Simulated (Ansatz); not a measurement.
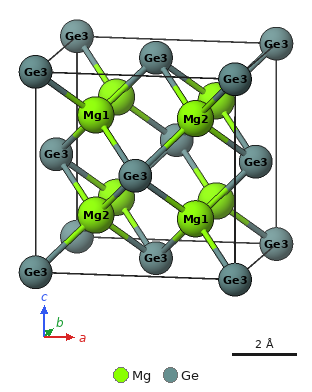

Starting structure of crystalline Mg2Ge (built on the database structure type). Style: ball-and-stick. Shown: the conventional cell (4 times the calculation's cell), slightly off an axis. Lengths and directions refer to the drawn axes.

Method: DFT, PBEsol, plane waves, PAW (Ansatz).

Input
```yaml
crystal:
  lattice:
    - [0.0, 3.2095040542, 3.2095040542]
    - [3.2095040542, 0.0, 3.2095040542]
    - [3.2095040542, 3.2095040542, 0.0]
  atoms:
    - { symbol: Mg, position: [0.75, 0.75, 0.75] }
    - { symbol: Mg, position: [0.25, 0.25, 0.25] }
    - { symbol: Ge, position: [0.0, 0.0, 0.0] }
kpoints:
  mp_grid: { grid: [6, 6, 6] }
hamiltonian:
  xc: pbesol
scf:
  occupations: { method: fermi_dirac, width: 0.02 }
relax:
  f_tol: 0.005
  cell: {}
```

Run as
```bash
ansatz run input.yaml --threads 2 --pin off --max-ram 20275MiB --backend cpu --events-out ev --progress --plain --runs-dir out
```

**Where does the relaxation end?**

The energy falls by 7.6 meV per cell of the calculation in 2 accepted moves (3 points after the start). All forces vanish by symmetry, so only the cell relaxes. Pressure: −1.35 GPa at the start and −0.01 GPa at the end. At 1 point the geometry stayed and the basis and grid were re-selected for the new cell (energy shift of 0.1 meV per cell of the calculation at most each time). No atom moves by more than 0.005 Å relative to the cell. The volume changes by −2.6 %, with a = b = c 6.419 → 6.362 Å (−0.9 %). Among the contacts that change: Mg1–Ge3 2.780 → 2.755 Å. The space group stays Fm-3m (No. 225). The run took 1.8 s on 2 threads of AMD EPYC 7R13 Processor (Zen 3) (shared host), peak memory 0.53 GiB.

The end point in the same view:

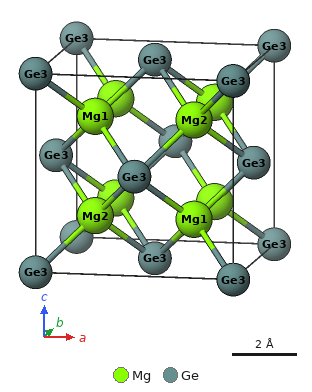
